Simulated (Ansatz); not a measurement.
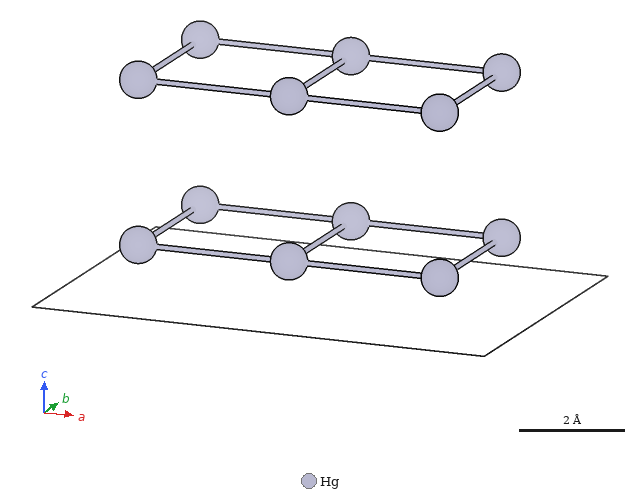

Normal modes of a free-standing layer of Hg (a generated structure), space group P4/mmm (No. 123), at the zone centre. A ball-and-stick model of the 3 × 2 repeat of the cell, outlined in the plane, without the vacuum, seen slightly off an axis.

Theory: DFT PBE, scalar-relativistic, plane waves, PAW (Ansatz 0.2.0). (plane-wave cutoff 420 eV; k-point mesh 18 × 18 × 1; occupations fermi dirac; smearing width 0.15 eV; no spin polarisation)

The frequencies depend somewhat on the k-mesh and the smearing.

List the optical modes.

The calculation's cell holds 2 atoms, so there are 3 optical modes, in 2 levels. The optical modes span E_g + A₁g. The lowest is so near zero that its sign isn't certain.

| level | symmetry | frequency (cm⁻¹) | activity |
| --- | --- | --- | --- |
| 1 | E_g | 3i | Raman-active |
| 2 | A₁g | 35 | Raman-active |

The displacement patterns (one member of each degenerate set):

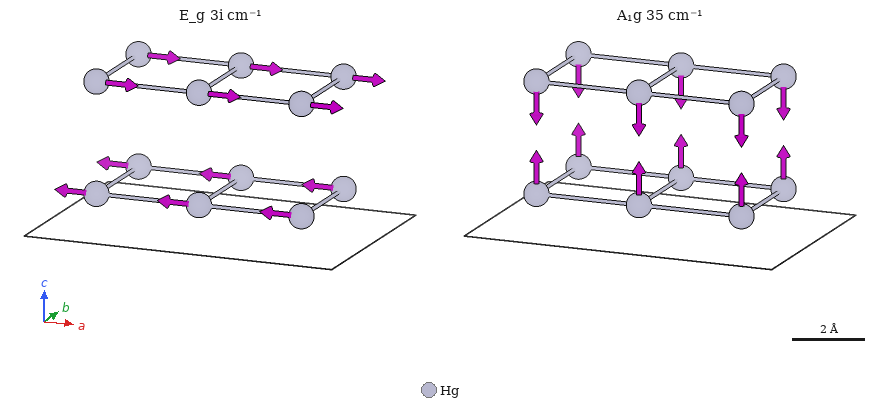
